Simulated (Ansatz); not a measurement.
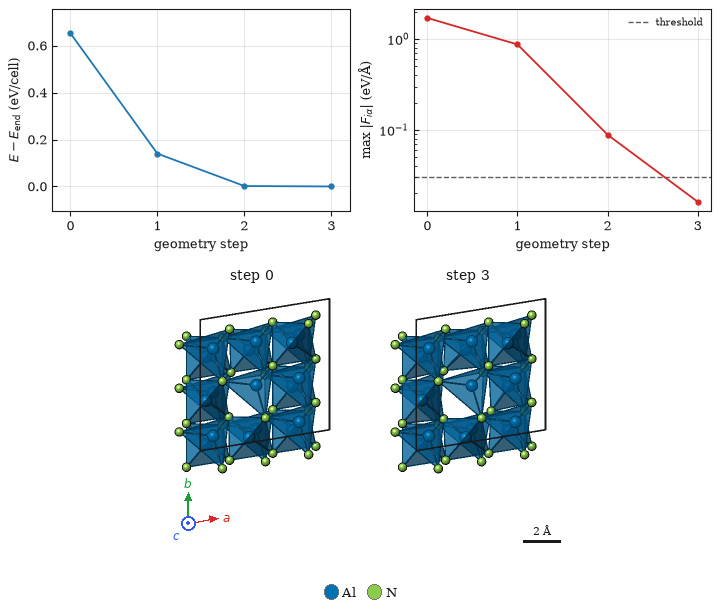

First and last geometry of a relaxation of a defect cell of composition Al17N18, with the history of the run. A polyhedral model of the cell of the calculation (origin shifted), seen along the c axis.

These are results of Ansatz, DFT PBEsol, scalar-relativistic, plane waves, PAW, not measurements. Settings: plane-wave cutoff 420 eV; k-point mesh 2 × 2 × 2; occupations gaussian; smearing width 0.02 eV; mesh shifted by (0.5, 0.5, 0.5); collinear spin; atoms relaxed in a fixed cell; force threshold 0.03 eV/Å; at most 40 steps.

### Read the history and describe the run.

It converged. An N atom moves most: 0.22 Å along [2 2 1]. Largest moves by element: N 0.22 Å, Al 0.03 Å. The cell stays as it was. Near-neighbour distances that change, for instance: Al–N 1.948 → 1.854 Å, Al–N 1.932 → 1.858 Å, Al–N 1.910 → 1.858 Å, Al–N 1.812 → 1.853 Å. Among the angles between lasting bonds that change: Al–N–Al 104.6° → 113.3°, N–Al–N 109.1° → 100.9°, N–Al–N 111.8° → 103.9°. After 3 geometry steps the energy has fallen by 0.653 eV per cell of the calculation. Largest force component: 1.7 eV/Å at the start, 0.016 eV/Å at the end.

Limits of the set-up: the periodic images lie only 7.3 Å apart, so the values are limited by the cell's size.
